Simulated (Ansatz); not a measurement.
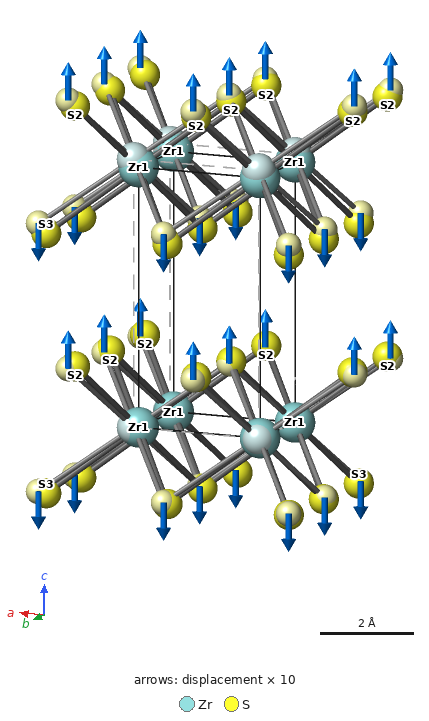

Crystalline ZrS₂ (built on the 1T (CdI2) bulk type), drawn pale, and a changed version of it, drawn solid. The blue arrows show how the atoms are displaced (without the part that the change of the cell carries along), magnified 10 times. Besides, all lengths are scaled by −3.0 % (volume −8.7 %). Style: ball-and-stick. Shown: the cell of the calculation, from a free direction.

These are results of DFT, r2SCAN, plane waves, PAW in Ansatz, not measurements. Settings: plane-wave cutoff 500 eV; k-point mesh 12 × 12 × 4; occupations fixed; no spin polarisation.

**How are the atoms displaced, and what does the calculation give?**

The S atoms are displaced by 0.08 Å relative to the cell: S3 0.08 Å along −c. No relaxation follows. Near-neighbour distances before and after: S–Zr 2.565 → 2.536 Å. The space group stays P-3m1 (No. 164). It costs 43.5 meV per atom. The pressure goes from 0.9 to 6.1 GPa. The principal stresses (compression positive) are 3.6 GPa along c and 7.4 GPa across it. The largest forces, 0.045 eV/Å, act on S2 and S3. The band gap goes from 1.18 to 0.77 eV.
